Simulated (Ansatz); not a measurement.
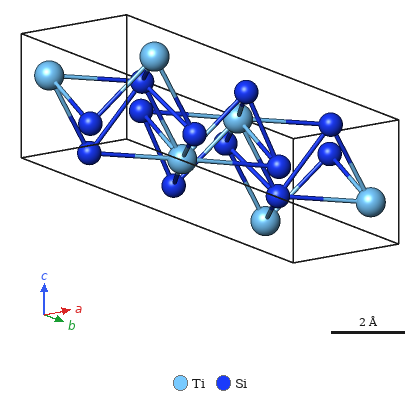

Phonons of solid TiSi₂, space group Cmcm (No. 63), at the zone centre. A ball-and-stick model of the conventional cell (2 times the calculation's cell), seen from a free direction. Lengths and directions refer to the drawn axes.

Theory: Ansatz 0.2.0, DFT PBEsol, scalar-relativistic, plane waves, PAW.

Input
```yaml
crystal:
  lattice:
    - [1.7585247991, -6.674123944, 0.0]
    - [1.7585247991, 6.674123944, 0.0]
    - [0.0, 0.0, 3.5556151821]
  atoms:
    - { symbol: Ti, position: [0.897517258, 0.102482742, 0.75] }
    - { symbol: Ti, position: [0.102482742, 0.897517258, 0.25] }
    - { symbol: Si, position: [0.5599863191, 0.4400136809, 0.75] }
    - { symbol: Si, position: [0.4400136809, 0.5599863191, 0.25] }
    - { symbol: Si, position: [0.2497198029, 0.7502801971, 0.75] }
    - { symbol: Si, position: [0.7502801971, 0.2497198029, 0.25] }
basis:
  ecutwfc: 420
kpoints:
  mp_grid: { grid: [14, 14, 14] }
hamiltonian:
  xc: pbesol
scf:
  occupations: { method: gaussian, width: 0.15 }
output:
  eigenvalues: true
phonons:
  method: fd
  supercell: [1, 1, 1]
  amplitude: 0.02
  eigenvectors: true
  dielectric: false
```

Launched with:
```bash
ansatz run input.yaml --threads 2 --pin off --max-ram 5120MiB --backend cpu --events-out ev --progress --plain --runs-dir out
```

> List the optical modes.

The calculation's cell holds 6 atoms, so there are 15 optical modes, in 15 levels. The optical modes span 3B₁g + 2B₁u + 2B₃u + 2B₂u + 3B₃g + 3A_g. No level is unstable.

```csv
level,symmetry,frequency (cm⁻¹),activity
1,B₁g,197,Raman-active
2,B₁u,203,infrared-active
3,B₃u,204,infrared-active
4,B₂u,229,infrared-active
5,B₃g,234,Raman-active
6,A_g,276,Raman-active
7,A_g,314,Raman-active
8,A_g,349,Raman-active
9,B₂u,350,infrared-active
10,B₁g,353,Raman-active
11,B₃g,360,Raman-active
12,B₁g,363,Raman-active
13,B₁u,379,infrared-active
14,B₃u,397,infrared-active
15,B₃g,466,Raman-active
```

The crystal is a metal, so free carriers screen the infrared response.

The displacement patterns, 6 of the levels:

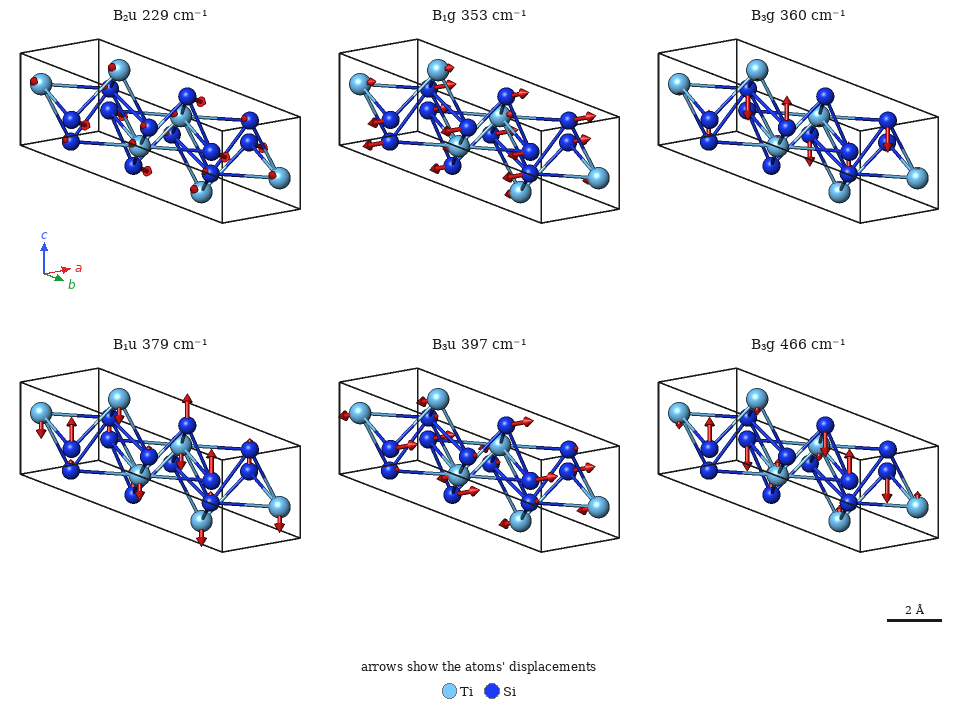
